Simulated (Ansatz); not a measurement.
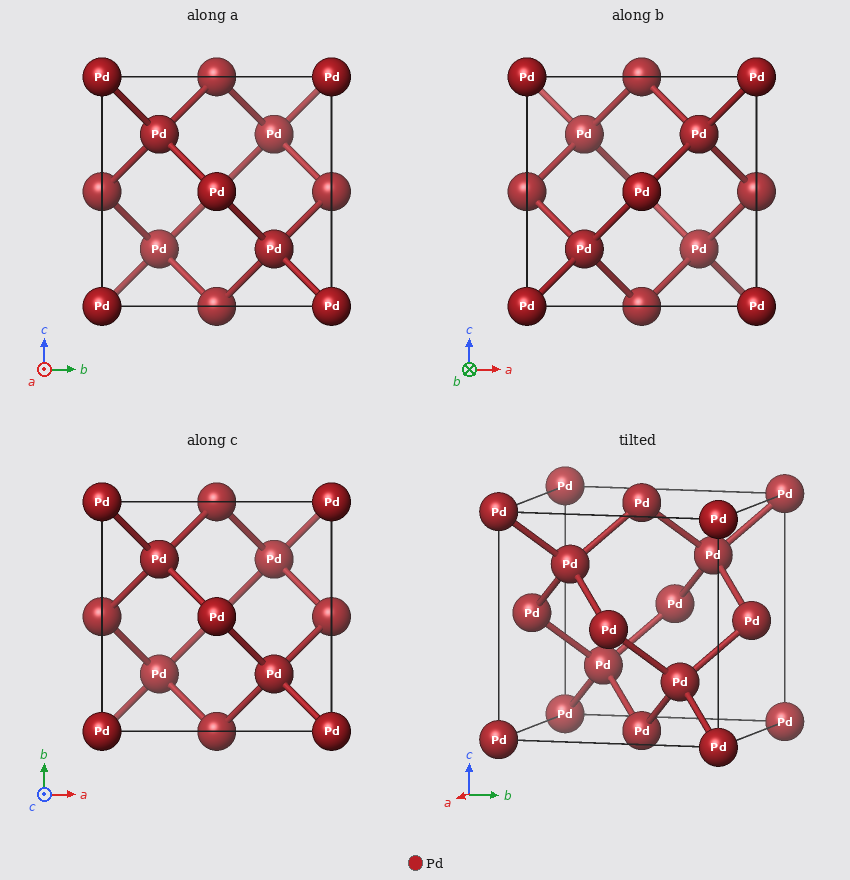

Shown here is a ball-and-stick view of the crystal, taken along the a axis, along the b axis, along the c axis and slightly off an axis. One conventional unit cell is framed, with atoms on its boundary repeated.

Lattice parameters: a = 5.8201 Å, b = 5.8201 Å, c = 5.8201 Å, α = 90.000°, β = 90.000°, γ = 90.000°.

**Convert the drawing into a CIF with its space group and independent sites.**

```cif
data_structure
_symmetry_space_group_name_H-M 'F d -3 m :1'
_symmetry_Int_Tables_number 227
_cell_length_a 5.8201
_cell_length_b 5.8201
_cell_length_c 5.8201
_cell_angle_alpha 90.000
_cell_angle_beta 90.000
_cell_angle_gamma 90.000
_cell_volume 197.15
loop_
_atom_site_label
_atom_site_type_symbol
_atom_site_symmetry_multiplicity
_atom_site_Wyckoff_symbol
_atom_site_fract_x
_atom_site_fract_y
_atom_site_fract_z
_atom_site_occupancy
Pd1 Pd 8 a 0.2500 0.7500 0.7500 1
```

The model was built from a structure type filled with this element by a generator (whether the element takes this form wasn't checked). Earlier steps of the study may have refined or changed the cell and positions. It went into a calculation with Ansatz.
